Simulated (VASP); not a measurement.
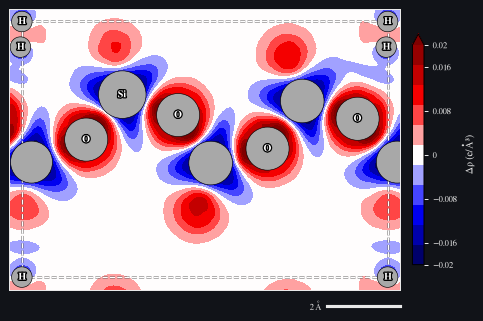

Si8HO16 (cell with a defect). Difference of the valence pseudo-densities of two functionals at the same geometry, on the (100) plane of the calculation cell: one of PBE and r2SCAN less the other.

Both computed with VASP (plane waves, PAW), on the same k-point mesh. Grey discs cover the atomic cores.

Which was subtracted from which, and what does the map show?

It is r2SCAN less PBE. Against PBE, r2SCAN gives more density around O (+0.012 e/Å³ on average at 0.7 Å from the nucleus) and a change of +0.009 e/Å³ at the midpoint of Si–O.
